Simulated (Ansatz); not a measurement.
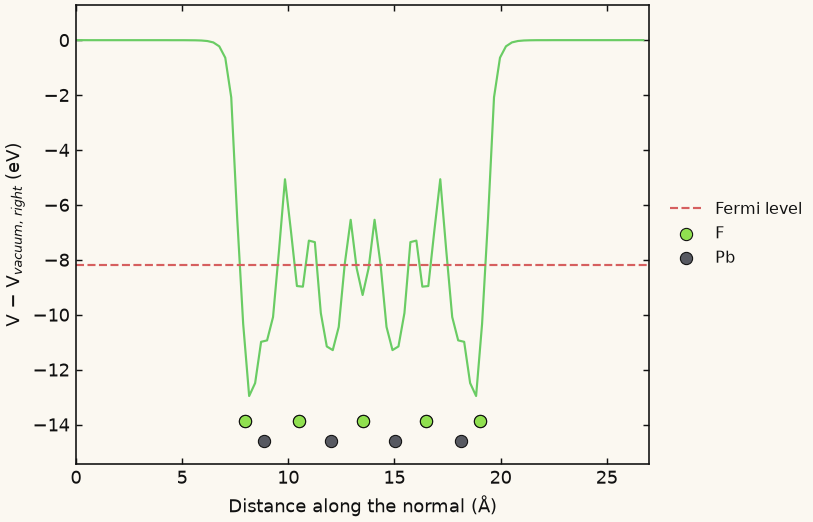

Plane-averaged electrostatic potential energy of an electron across the slab; circles at the bottom mark the heights of the atoms.

The material is a (100) slab cut from PbF2 (Fm-3m), of composition Pb2F5 (not the bulk's), ended by F planes, 14 atoms in the cell.

Ansatz 0.2.0; DFT PBE, spin-orbit coupling, plane waves, PAW, 6×6×1 k mesh, 420 eV cutoff.

### What is the work function?

The work function is 8.21 eV, the same on both faces. The two vacuum levels agree, so the slab has no net dipole along its normal.

### How thick are slab and vacuum?

The outermost atoms are 11.1 Å apart, which leaves 15.9 Å of vacuum in a cell 27.0 Å high.
